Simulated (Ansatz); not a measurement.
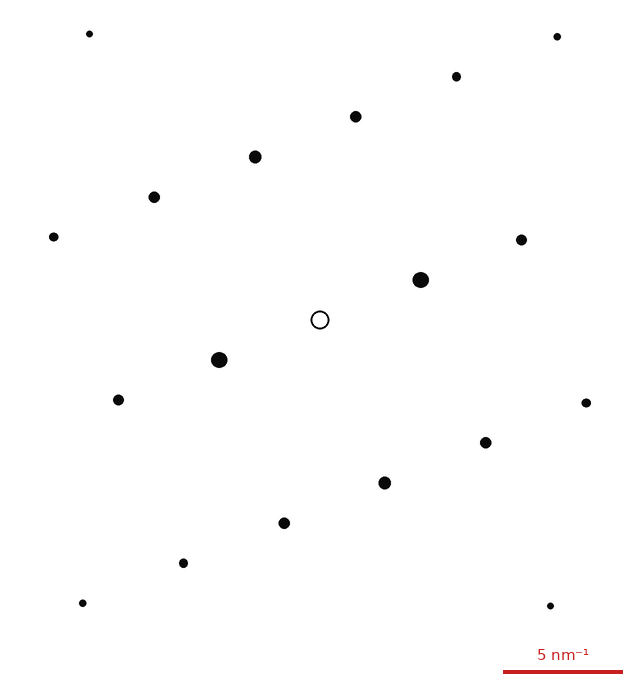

Kinematic zone-axis pattern, calculated for 200 keV electrons with B = 0.8 Å².

Candidate phases (model or computed cells):
A. Ir, space group P6_3/mmc (No. 194), a = 2.702 Å, c = 4.373 Å (hexagonal axes)
B. C, space group P6_3/mmc (No. 194), a = 2.47 Å, c = 8.59 Å (hexagonal axes)
C. Al, space group P6_3/mmc (No. 194), a = 2.877 Å, c = 4.647 Å (hexagonal axes)
D. Co, space group P6_3/mmc (No. 194), a = 2.50 Å, c = 4.04 Å (hexagonal axes)

### Which candidate gives this pattern, and along which zone?

Candidate A (Ir), along [210] or an equivalent direction. The spots form a rectangular net whose two shortest vectors correspond to d = 2.19 Å and 1.35 Å, 90.0° apart. They index as 0 0 2 and 1 -2 0; no zone of the other candidates with indices up to 3 has this net. Some points of the net are extinct or too weak to see.
